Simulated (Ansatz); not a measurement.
Si (space group Cmmm, No. 65). Coordinates: the end point of a relaxation with DFT PBE, scalar-relativistic, plane waves, PAW in Ansatz; the starting structure was generated, so it need not be a known form of this composition.

```
Si
1.0
     3.67729    0.00000    0.00000
     0.00000    9.26363    0.00000
     0.00000    0.00000    3.61724
Si
6
Direct
  0.50000 0.32868 0.00000
  0.00000 0.17132 0.00000
  0.00000 0.00000 0.50000
  0.00000 0.82868 0.00000
  0.50000 0.67132 0.00000
  0.50000 0.50000 0.50000
```

Bonds are taken as Si–Si below 2.7 Å. Simplification: prune 0- and 1-connected atoms, fold 2-connected ones into links.

Derive the underlying net.

The result is a binodal (4,4)-connected, three-periodic net: Si(2d) is a 4-connected node; Si(4i) is a 4-connected node, in the ratio 1:2. It is a single net, without interpenetration.

```json
{"node": "Si(2d)", "links": "4", "point symbol": "4²·6²·8²", "coordination sequence": "4 10 24 40 64 90 120 160"}
{"node": "Si(4i)", "links": "4", "point symbol": "4·6⁴·8", "coordination sequence": "4 11 24 41 62 90 122 157"}
```

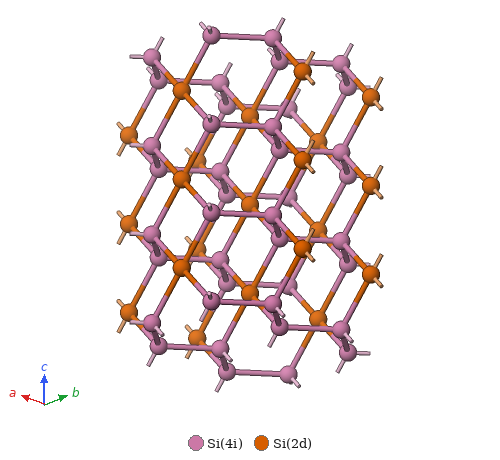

Nodes are coloured by topological kind. Edges to nodes outside the piece are drawn as stubs.
